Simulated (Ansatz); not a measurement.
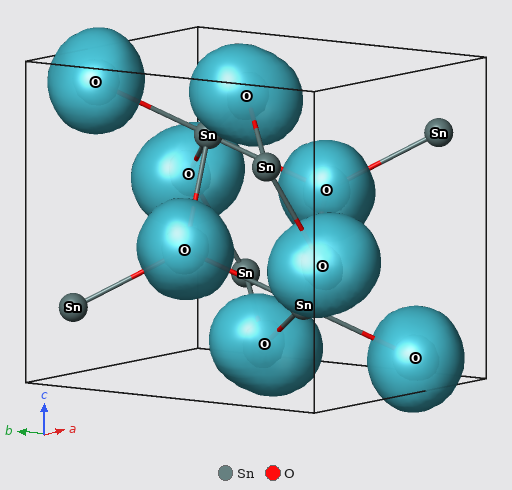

SnO2. Isosurface of the electron localisation function at 0.7 (cyan), seen at an oblique angle. Only the valence region is drawn (cores and ρ < 0.01 e/Å³ removed). Sticks mark near contacts.

Space group Pbcn; a structure generated by program, which may or may not match a known phase.

These are results of Ansatz, DFT PBE, scalar-relativistic, plane waves, PAW, not measurements.

Core electrons are frozen (PAW), and the valence fields are smoothed inside the atomic spheres.

> Identify the bonds, lone pairs and shells in this picture.

The surface consists of eight regions wrapped around O (the valence shell of each), counted in one cell of 12 atoms. Regions shared between cells count once. Along the contacts the grid gives the following. Sn–O (2.06 Å): the ELF peaks at about 0.80 in the valence shell of O, 0.6 Å from its nucleus, and is about 0.25 at the midpoint; no localised pair shows between them. Sn–O (2.14 Å): the ELF peaks at about 0.85 in the valence shell of O, 0.6 Å from its nucleus, and is about 0.25 at the midpoint (no shared electron pair shows on this line).

> Does the calculation give a band gap?

It is gapped, with a Kohn–Sham gap of 1.00 eV on the k-point mesh, an upper bound to the gap of this method.
